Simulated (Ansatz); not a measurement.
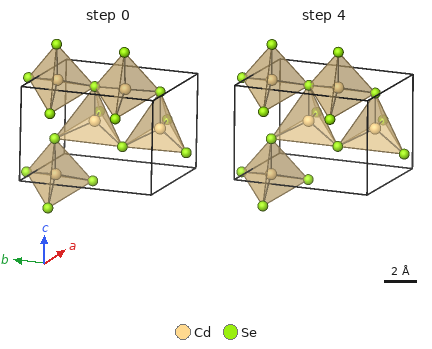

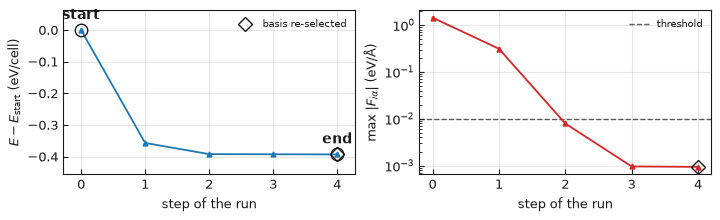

First and last geometry of a relaxation of crystalline CdSe (built on the wurtzite type), with the history of the run. A polyhedral model of the cell of the calculation, seen from a free direction.

Case: shaken.

Level of theory: Ansatz, DFT, PBEsol, plane waves, PAW. (plane-wave cutoff 420 eV; k-point mesh 6 × 6 × 4; occupations fermi dirac; smearing width 0.05 eV; no spin polarisation; cell and atoms relaxed; force threshold 0.01 eV/Å; at most 120 steps)

Question: Read the history and describe the run.

Answer: It converged. The energy falls by 0.393 eV per cell of the calculation in 3 accepted moves (4 points after the start). Largest force component: 1.4 eV/Å at the start, 0.00094 eV/Å at the end. The pressure goes from 1.68 to 0.00 GPa. The SCF was repeated once at an unchanged geometry on a basis and grid sized afresh for the cell, which shifted the energy by 0.5 meV per cell of the calculation at most. A Se atom moves most relative to the cell: 0.15 Å along [−1 −3 −1]. By element the largest moves are Se 0.15 Å, Cd 0.13 Å. The volume changes by +1.6 %, with a 4.277 → 4.304 Å (+0.6 %), b 8.520 → 8.601 Å (+1.0 %), c 6.997 → 7.021 Å (+0.3 %), α 91.2° → 90.0°, β 88.5° → 90.0°, γ 119.6° → 120.0°. Near-neighbour distances that change, for instance: Cd–Se 2.440 → 2.633 Å, Cd–Se 2.462 → 2.632 Å, Cd–Se 2.774 → 2.632 Å, Cd–Se 2.753 → 2.633 Å. Among the angles between lasting bonds that change: Cd–Se–Cd 103.0° → 109.7°, Se–Cd–Se 103.0° → 109.7°, Se–Cd–Se 116.1° → 109.6°. The space group (tolerance 0.01 Å) goes from P1 (No. 1) to P6_3mc (No. 186).

| step | E − E(0), meV/atom | largest force component, eV/Å | pressure, GPa | volume, Å³/atom | note |
| --- | --- | --- | --- | --- | --- |
| 0 | 0.00 | 1.4419 | 1.68 | 27.693 |  |
| 1 | -44.58 | 0.3129 | 0.59 | 27.826 |  |
| 2 | -49.00 | 0.0080 | -0.11 | 28.196 |  |
| 3 | -49.06 | 0.0010 | 0.00 | 28.134 |  |
| 4 | -49.12 | 0.0009 | 0.00 | 28.134 | same geometry, new basis |
